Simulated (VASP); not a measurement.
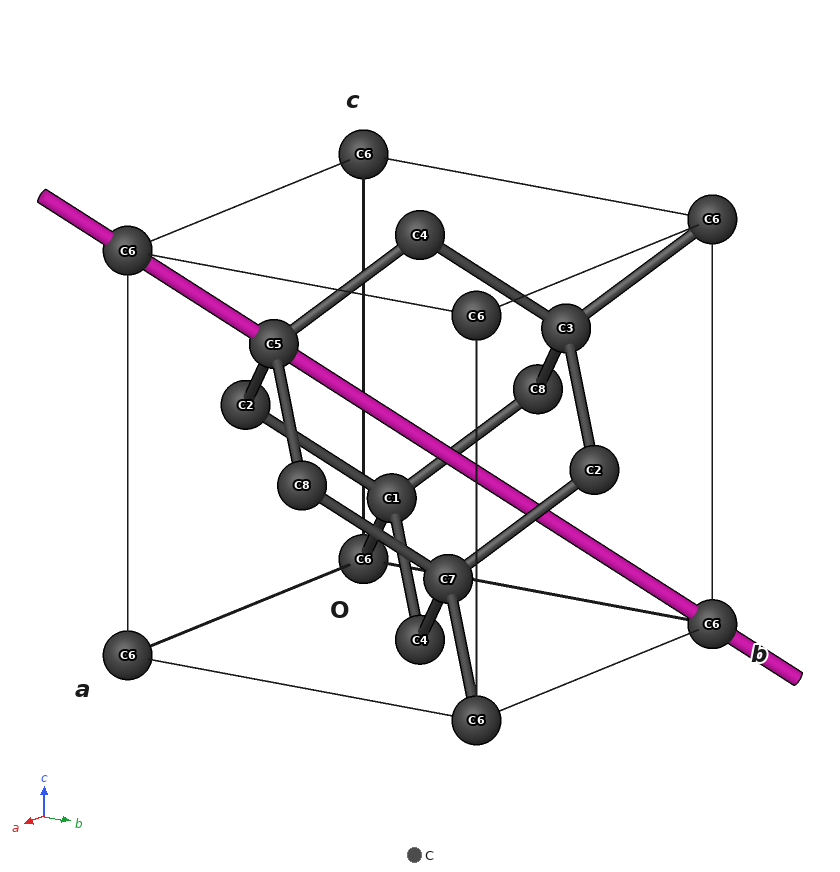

Crystal: C, coordinates from a relaxation with VASP 6.6.1, VASP Kohn-Sham DFT of a periodic cell, HSE03, VASP PAW PBE potentials, recommended. The coloured rod is the axis of a symmetry operation of the crystal. Geometry calculated from the standardised cell; symmetry tolerance 0.002 Å.

a = 3.547 Å, b = 3.547 Å, c = 3.547 Å, α = 90.00°, β = 90.00°, γ = 90.00°.

```csv
atom,x,y,z
C1,0.2500,0.2500,0.2500
C2,0.5000,0.0000,0.5000
C3,0.2500,0.7500,0.7500
C4,0.5000,0.5000,0.0000
C5,0.7500,0.2500,0.7500
C6,0.0000,0.0000,0.0000
C7,0.7500,0.7500,0.2500
C8,0.0000,0.5000,0.5000
```

Take the operation x, y, z → −y+1, −z+1, x.

Question: What kind of operation is it, and where does it lie?

Answer: It is a 3-fold rotation, about the line along [1 −1 1] through (1/2, 1/2, 1/2).

Question: Onto which atom does it carry each atom (up to whole multiples of a, b and c)?

Answer: C1 → C7, C2 → C8, C3 → C1, C4 → C2, C5 → C5, C6 → C6, C7 → C3, C8 → C4.

Question: What is the crystal's space group?

Answer: Fd-3m (No. 227, origin choice 1).
